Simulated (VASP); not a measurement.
# Geometry relaxation of Zr (part 3 of 4)

The same run, continued: Zr (P6/mmm, 3 atoms in the cell); Kohn-Sham DFT of a periodic cell, LDA, VASP PAW LDA potentials, recommended, no spin polarisation (VASP 6.6.1); cutoff 600 eV, 9×9×12 k-mesh, methfessel-paxton of 0.1 eV. The structure was built on a prototype by a generator; it need not be a known phase.

Geometry of the input (Å; fractional positions):
```
5.0328  0.0000  0.0000
-2.5164  4.3585  0.0000
0.0000  0.0000  3.1324
Zr 0.6667  0.3333  0.5000
Zr 0.3333  0.6667  0.5000
Zr 0.0000  0.0000  0.0000
```

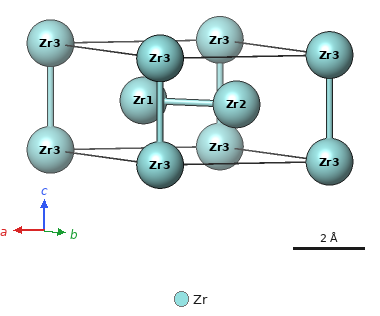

Figure 1. The geometry at step 3 of the log (ball-and-stick view of the cell of the calculation, seen at an oblique angle; atoms are numbered from 1 in the order of the input).

Parts of OUTCAR, continued:
```
 -----------------------------------------------------------------------------------
      2.42825      1.40195      1.51697        -0.000000     -0.000000     -0.000000
     -0.00000      2.80390      1.51697         0.000000      0.000000      0.000000
      0.00000      0.00000      0.00000        -0.000000      0.000000      0.000000
 -----------------------------------------------------------------------------------
    total drift:                                0.000000     -0.000000      0.000000

  FREE ENERGIE OF THE ION-ELECTRON SYSTEM (eV)
  ---------------------------------------------------
  free  energy   TOTEN  =       -27.8790347577 eV

  energy  without entropy=      -27.8798819344  energy(sigma->0) =      -27.87931715

  enthalpy is  TOTEN    =       -25.8716128988 eV   P V=        2.0074218590

--------------------------------------- Ionic step        5  -------------------------------------------

 number of electron      36.0000000 magnetization

------------------------ aborting loop because EDIFF is reached ----------------------------------------

  FORCE on cell =-STRESS in cart. coord.  units (eV):
  Direction    XX          YY          ZZ          XY          YZ          ZX
  --------------------------------------------------------------------------------------
  -------------------------------------------------------------------------------------
  Total        1.9991603      1.9991603      2.2824894      0.0000000      0.0000000     -0.0000000
  in kB       51.7951645     51.7951645     59.1357854      0.0000000      0.0000000     -0.0000000
  external PRESSURE =       2.3420382 kB  Pullay stress =      51.9000000 kB

 VOLUME and BASIS-vectors are now :
 -----------------------------------------------------------------------------
  energy-cutoff  :      600.00
  volume of cell :       61.84
      direct lattice vectors                 reciprocal lattice vectors
     4.852966046  0.000000000  0.000000000     0.206059550  0.118968537  0.000000000
    -2.426483023  4.202791877  0.000000000     0.000000000  0.237937074  0.000000000
    -0.000000000 -0.000000000  3.031962693     0.000000000 -0.000000000  0.329819362

 POSITION                                       TOTAL-FORCE (eV/Angst)
 -----------------------------------------------------------------------------------
      2.42648      1.40093      1.51598         0.000000      0.000000     -0.000000
     -0.00000      2.80186      1.51598        -0.000000     -0.000000      0.000000
      0.00000      0.00000      0.00000        -0.000000      0.000000      0.000000
 -----------------------------------------------------------------------------------
    total drift:                                0.000000     -0.000000      0.000000

  FREE ENERGIE OF THE ION-ELECTRON SYSTEM (eV)
  ---------------------------------------------------
  free  energy   TOTEN  =       -27.8747493041 eV

  energy  without entropy=      -27.8755683971  energy(sigma->0) =      -27.87502234

  enthalpy is  TOTEN    =       -25.8715425973 eV   P V=        2.0032067068

--------------------------------------- Ionic step        6  -------------------------------------------

 number of electron      36.0000000 magnetization

------------------------ aborting loop because EDIFF is reached ----------------------------------------

  FORCE on cell =-STRESS in cart. coord.  units (eV):
  Direction    XX          YY          ZZ          XY          YZ          ZX
  --------------------------------------------------------------------------------------
  -------------------------------------------------------------------------------------
  Total        1.9164755      1.9164755      1.9283196      0.0000000      0.0000000     -0.0000000
  in kB       49.4606704     49.4606704     49.7663460      0.0000000      0.0000000     -0.0000000
  external PRESSURE =      -2.3374378 kB  Pullay stress =      51.9000000 kB

 VOLUME and BASIS-vectors are now :
 -----------------------------------------------------------------------------
  energy-cutoff  :      600.00
  volume of cell :       62.08
      direct lattice vectors                 reciprocal lattice vectors
     4.852684548  0.000000000 -0.000000000     0.206071503  0.118975438  0.000000000
    -2.426342274  4.202548093  0.000000000    -0.000000000  0.237950876  0.000000000
    -0.000000000 -0.000000000  3.044101303     0.000000000 -0.000000000  0.328504179

 POSITION                                       TOTAL-FORCE (eV/Angst)
 -----------------------------------------------------------------------------------
      2.42634      1.40085      1.52205        -0.000000      0.000000      0.000000
     -0.00000      2.80170      1.52205         0.000000     -0.000000     -0.000000
      4.85268      0.00000      3.04410        -0.000000      0.000000      0.000000
 -----------------------------------------------------------------------------------
    total drift:                                0.000000     -0.000000     -0.000000

  FREE ENERGIE OF THE ION-ELECTRON SYSTEM (eV)
  ---------------------------------------------------
  free  energy   TOTEN  =       -27.8829324827 eV

  energy  without entropy=      -27.8841653569  energy(sigma->0) =      -27.88334344

  enthalpy is  TOTEN    =       -25.8719391571 eV   P V=        2.0109933256

--------------------------------------- Ionic step        7  -------------------------------------------

 number of electron      36.0000000 magnetization

------------------------ aborting loop because EDIFF is reached ----------------------------------------

  FORCE on cell =-STRESS in cart. coord.  units (eV):
  Direction    XX          YY          ZZ          XY          YZ          ZX
  --------------------------------------------------------------------------------------
  -------------------------------------------------------------------------------------
  Total        1.9292456      1.9292456      2.0020009      0.0000000     -0.0000000      0.0000000
  in kB       49.8331615     49.8331615     51.7124593      0.0000000     -0.0000000      0.0000000
  external PRESSURE =      -1.4404059 kB  Pullay stress =      51.9000000 kB

 VOLUME and BASIS-vectors are now :
 -----------------------------------------------------------------------------
  energy-cutoff  :      600.00
  volume of cell :       62.03
      direct lattice vectors                 reciprocal lattice vectors
     4.852747168  0.000000000 -0.000000000     0.206068844  0.118973903  0.000000000
    -2.426373584  4.202602323  0.000000000    -0.000000000  0.237947805  0.000000000
    -0.000000000 -0.000000000  3.041401042     0.000000000 -0.000000000  0.328795837

 POSITION                                       TOTAL-FORCE (eV/Angst)
 -----------------------------------------------------------------------------------
      2.42637      1.40087      1.52070        -0.000000      0.000000      0.000000
     -0.00000      2.80173      1.52070         0.000000     -0.000000     -0.000000
     -0.00000      0.00000      0.00000        -0.000000      0.000000      0.000000
 -----------------------------------------------------------------------------------
    total drift:                                0.000000     -0.000000      0.000000

  FREE ENERGIE OF THE ION-ELECTRON SYSTEM (eV)
  ---------------------------------------------------
  free  energy   TOTEN  =       -27.8812380810 eV

  energy  without entropy=      -27.8823772463  energy(sigma->0) =      -27.88161780

  enthalpy is  TOTEN    =       -25.8719767465 eV   P V=        2.0092613345

--------------------------------------- Ionic step        8  -------------------------------------------

 number of electron      36.0000000 magnetization

------------------------ aborting loop because EDIFF is reached ----------------------------------------

  FORCE on cell =-STRESS in cart. coord.  units (eV):
  Direction    XX          YY          ZZ          XY          YZ          ZX
  --------------------------------------------------------------------------------------
  -------------------------------------------------------------------------------------
  Total        2.0463751      2.0463751      2.0016271      0.0000000      0.0000000      0.0000000
  in kB       52.9441022     52.9441021     51.7863773      0.0000000      0.0000000      0.0000000
  external PRESSURE =       0.6581939 kB  Pullay stress =      51.9000000 kB

 VOLUME and BASIS-vectors are now :
 -----------------------------------------------------------------------------
  energy-cutoff  :      600.00
  volume of cell :       61.93
      direct lattice vectors                 reciprocal lattice vectors
     4.847379467  0.000000000  0.000000000     0.206297033  0.119105647  0.000000000
    -2.423689734  4.197953758  0.000000000    -0.000000000  0.238211295  0.000000000
    -0.000000000 -0.000000000  3.043221482    -0.000000000 -0.000000000  0.328599153

 POSITION                                       TOTAL-FORCE (eV/Angst)
 -----------------------------------------------------------------------------------
      2.42369      1.39932      1.52161         0.000000     -0.000000     -0.000000
     -0.00000      2.79864      1.52161        -0.000000      0.000000      0.000000
      4.84738      0.00000      3.04322        -0.000000      0.000000      0.000000
 -----------------------------------------------------------------------------------
    total drift:                                0.000000     -0.000000     -0.000000

  FREE ENERGIE OF THE ION-ELECTRON SYSTEM (eV)
  ---------------------------------------------------
  free  energy   TOTEN  =       -27.8780333208 eV

  energy  without entropy=      -27.8792754295  energy(sigma->0) =      -27.87844736

  enthalpy is  TOTEN    =       -25.8720144890 eV   P V=        2.0060188318

--------------------------------------- Ionic step        9  -------------------------------------------

 number of electron      36.0000000 magnetization

 Free energy of the ion-electron system (eV)
  ---------------------------------------------------
  ext. energy  EPLUGINS =         0.00000000
  ---------------------------------------------------
  free energy    TOTEN  =       -27.87917587 eV

  energy without entropy =      -27.88038248  energy(sigma->0) =      -27.87957807

 E-fermi :  10.0414     XC(G=0): -11.8479     alpha+bet :-17.7875

 val. band max:       10.0247740827   @ k =   0.4444   0.1111   0.2500
 cond. band min:      10.0496890052   @ k =   0.4444   0.0000   0.0000
 fundamental gap:      0.0249149225
 Fermi energy:        10.0414405327

 k-point     1 :       0.0000    0.0000    0.0000
  band No.  band energies     occupation
      1     -38.3157      2.00000
      2     -38.0441      2.00000
      3     -37.7727      2.00000
      4     -16.7930      2.00000
      5     -16.7930      2.00000
      6     -16.6816      2.00000
      7     -16.6816      2.00000
      8     -16.0955      2.00000
      9     -15.7357      2.00000
     10     -15.6021      2.00000
     11     -15.5558      2.00000
     12     -15.5558      2.00000
     13       4.4124      2.00000
     14       7.2907      2.00000
     15       9.6201      2.00000
     16       9.6201      2.00000
     17       9.6944      2.00001
     18       9.6944      2.00001
     19       9.8758      2.04096
     20      10.9302     -0.00000
     21      11.7879     -0.00000
     22      11.7879     -0.00000

 k-point     2 :       0.1111    0.0000    0.0000
  band No.  band energies     occupation
      1     -38.3093      2.00000
      2     -38.0421      2.00000
      3     -37.7818      2.00000
      4     -16.9025      2.00000
      5     -16.8707      2.00000
      6     -16.5645      2.00000
      7     -16.5483      2.00000
      8     -16.0847      2.00000
      9     -15.7401      2.00000
     10     -15.6144      2.00000
     11     -15.6093      2.00000
     12     -15.5601      2.00000
     13       4.5770      2.00000
     14       7.3498      2.00000
     15       8.8772      2.00000
     16       9.2849      2.00000
     17       9.4851      2.00000
     18      10.1794     -0.06499
     19      10.3420     -0.00018
     20      11.0168     -0.00000
     21      11.6275     -0.00000
     22      11.9336     -0.00000

 k-point     3 :       0.2222    0.0000    0.0000
  band No.  band energies     occupation
      1     -38.2932      2.00000
      2     -38.0345      2.00000
      3     -37.8073      2.00000
      4     -17.0304      2.00000
      5     -16.9019      2.00000
      6     -16.4164      2.00000
      7     -16.3754      2.00000
      8     -16.0552      2.00000
      9     -15.7626      2.00000
     10     -15.7516      2.00000
     11     -15.6292      2.00000
     12     -15.5722      2.00000
     13       5.0414      2.00000
     14       7.4079      2.00000
     15       8.1729      2.00000
     16       8.9966      2.00000
     17       9.1003      2.00000
     18      10.4673     -0.00000
     19      10.6773     -0.00000
     20      11.0926     -0.00000
     21      11.3414     -0.00000
     22      11.5408     -0.00000

 k-point     4 :       0.3333   -0.0000    0.0000
  band No.  band energies     occupation
      1     -38.2751      2.00000
      2     -38.0186      2.00000
      3     -37.8434      2.00000
      4     -17.1247      2.00000
      5     -16.8363      2.00000
      6     -16.3168      2.00000
      7     -16.2966      2.00000
      8     -16.0165      2.00000
      9     -15.8927      2.00000
     10     -15.7661      2.00000
     11     -15.6558      2.00000
     12     -15.5885      2.00000
     13       5.7217      2.00000
     14       7.0888      2.00000
     15       7.8689      2.00000
     16       8.7501      2.00000
     17       9.1033      2.00000
     18      10.1742     -0.06808
     19      10.4545     -0.00000
     20      10.9951     -0.00000
     21      11.2711     -0.00000
     22      11.7094     -0.00000

 k-point     5 :       0.4444    0.0000    0.0000
  band No.  band energies     occupation
      1     -38.2637      2.00000
      2     -37.9993      2.00000
      3     -37.8755      2.00000
      4     -17.1743      2.00000
      5     -16.6831      2.00000
      6     -16.4667      2.00000
      7     -16.2283      2.00000
      8     -15.9862      2.00000
      9     -15.8987      2.00000
     10     -15.7777      2.00000
     11     -15.6760      2.00000
     12     -15.6011      2.00000
     13       6.4607      2.00000
     14       6.8149      2.00000
     15       7.3190      2.00000
     16       9.0870      2.00000
     17       9.2346      2.00000
     18       9.6751      2.00000
     19      10.0497      0.86092
     20      10.8528     -0.00000
     21      11.1339     -0.00000
     22      12.1840      0.00000

 [... the levels of 18 k-points are left out ...]

 k-point    24 :       0.3333    0.3333    0.0833
  band No.  band energies     occupation
      1     -38.2526      2.00000
      2     -37.9347      2.00000
      3     -37.9347      2.00000
      4     -16.9435      2.00000
      5     -16.7622      2.00000
      6     -16.7622      2.00000
      7     -16.0167      2.00000
      8     -16.0163      2.00000
      9     -16.0163      2.00000
     10     -15.7842      2.00000
     11     -15.7842      2.00000
     12     -15.5376      2.00000
     13       6.5769      2.00000
     14       7.1572      2.00000
     15       7.1572      2.00000
     16       9.5291      2.00000
     17       9.5291      2.00000
     18       9.8034      2.00389
     19      10.1725     -0.06890
     20      10.7767     -0.00000
     21      10.7767     -0.00000
     22      11.7379     -0.00000

 [... further k-points ...]

------------------------ aborting loop because EDIFF is reached ----------------------------------------

  FORCE on cell =-STRESS in cart. coord.  units (eV):
  Direction    XX          YY          ZZ          XY          YZ          ZX
  --------------------------------------------------------------------------------------
  -------------------------------------------------------------------------------------
  Total        2.0268350      2.0268350      2.0049861      0.0000000      0.0000000      0.0000000
  in kB       52.4091296     52.4091295     51.8441695      0.0000000      0.0000000      0.0000000
  external PRESSURE =       0.3208096 kB  Pullay stress =      51.9000000 kB

 VOLUME and BASIS-vectors are now :
 -----------------------------------------------------------------------------
  energy-cutoff  :      600.00
  volume of cell :       61.96
      direct lattice vectors                 reciprocal lattice vectors
     4.849244067  0.000000000 -0.000000000     0.206217709  0.119059850  0.000000000
    -2.424622033  4.199568549  0.000000000    -0.000000000  0.238119699  0.000000000
    -0.000000000 -0.000000000  3.042589108     0.000000000 -0.000000000  0.328667449

 POSITION                                       TOTAL-FORCE (eV/Angst)
 -----------------------------------------------------------------------------------
      2.42462      1.39986      1.52129         0.000000      0.000000      0.000000
     -0.00000      2.79971      1.52129        -0.000000     -0.000000     -0.000000
     -0.00000      0.00000      0.00000         0.000000      0.000000      0.000000
 -----------------------------------------------------------------------------------
    total drift:                                0.000000     -0.000000     -0.000000

  FREE ENERGIE OF THE ION-ELECTRON SYSTEM (eV)
  ---------------------------------------------------
  free  energy   TOTEN  =       -27.8791758665 eV

  energy  without entropy=      -27.8803824757  energy(sigma->0) =      -27.87957807

  enthalpy is  TOTEN    =       -25.8720306283 eV   P V=        2.0071452382

 reached required accuracy - stopping structural energy minimisation
```

CONTCAR:
```
Zr
   1.00000000000000
     4.8492440668801731    0.0000000000000000   -0.0000000000000000
    -2.4246220334400865    4.1995685488911336    0.0000000000000000
    -0.0000000000000000   -0.0000000000000000    3.0425891084949677
  Zr
     3
Direct
     0.6666666699999979    0.3333333300000021    0.5000000000000000
     0.3333333300000021    0.6666666699999979    0.5000000000000000
     0.0000000000000000    0.0000000000000000    0.0000000000000000

  0.00000000E+00  0.00000000E+00  0.00000000E+00
  0.00000000E+00  0.00000000E+00  0.00000000E+00
  0.00000000E+00  0.00000000E+00  0.00000000E+00
```

Trajectory as extended XYZ (Å, eV, eV/Å), 9 frames, from step=0 to step=8:
```
3
Lattice="5.0328 0.0000 0.0000 -2.5164 4.3585 0.0000 0.0000 0.0000 3.1324" Properties=species:S:1:pos:R:3:forces:R:3 step=0 energy=-27.84711
Zr    2.5164    1.4528    1.5662    0.0000   0.0000   0.0000
Zr    0.0000    2.9057    1.5662    0.0000   0.0000   0.0000
Zr    0.0000    0.0000    0.0000    0.0000   0.0000   0.0000
3
Lattice="4.6395 0.0000 0.0000 -2.3197 4.0179 0.0000 -0.0000 -0.0000 2.9127" Properties=species:S:1:pos:R:3:forces:R:3 step=1 energy=-27.17993
Zr    2.3197    1.3393    1.4564    0.0000   0.0000   0.0000
Zr    0.0000    2.6786    1.4564    0.0000   0.0000   0.0000
Zr    0.0000    0.0000    0.0000    0.0000   0.0000   0.0000
3
Lattice="4.8616 0.0000 0.0000 -2.4308 4.2102 0.0000 -0.0000 -0.0000 3.0368" Properties=species:S:1:pos:R:3:forces:R:3 step=2 energy=-27.88482
Zr    2.4308    1.4034    1.5184    0.0000   0.0000   0.0000
Zr    0.0000    2.8068    1.5184    0.0000   0.0000   0.0000
Zr    0.0000    0.0000    0.0000    0.0000   0.0000   0.0000
3
Lattice="4.8565 0.0000 0.0000 -2.4282 4.2058 0.0000 -0.0000 -0.0000 3.0339" Properties=species:S:1:pos:R:3:forces:R:3 step=3 energy=-27.87904
Zr    2.4282    1.4019    1.5170    0.0000   0.0000   0.0000
Zr    0.0000    2.8039    1.5170    0.0000   0.0000   0.0000
Zr    0.0000    0.0000    0.0000    0.0000   0.0000   0.0000
3
Lattice="4.8530 0.0000 0.0000 -2.4265 4.2028 0.0000 -0.0000 -0.0000 3.0320" Properties=species:S:1:pos:R:3:forces:R:3 step=4 energy=-27.87475
Zr    2.4265    1.4009    1.5160    0.0000   0.0000   0.0000
Zr    0.0000    2.8019    1.5160    0.0000   0.0000   0.0000
Zr    0.0000    0.0000    0.0000    0.0000   0.0000   0.0000
3
Lattice="4.8527 0.0000 -0.0000 -2.4263 4.2025 0.0000 -0.0000 -0.0000 3.0441" Properties=species:S:1:pos:R:3:forces:R:3 step=5 energy=-27.88293
Zr    2.4263    1.4008    1.5221    0.0000   0.0000   0.0000
Zr    0.0000    2.8017    1.5221    0.0000   0.0000   0.0000
Zr    4.8527    0.0000    3.0441    0.0000   0.0000   0.0000
3
Lattice="4.8527 0.0000 -0.0000 -2.4264 4.2026 0.0000 -0.0000 -0.0000 3.0414" Properties=species:S:1:pos:R:3:forces:R:3 step=6 energy=-27.88124
Zr    2.4264    1.4009    1.5207    0.0000   0.0000   0.0000
Zr    0.0000    2.8017    1.5207    0.0000   0.0000   0.0000
Zr    0.0000    0.0000    0.0000    0.0000   0.0000   0.0000
```
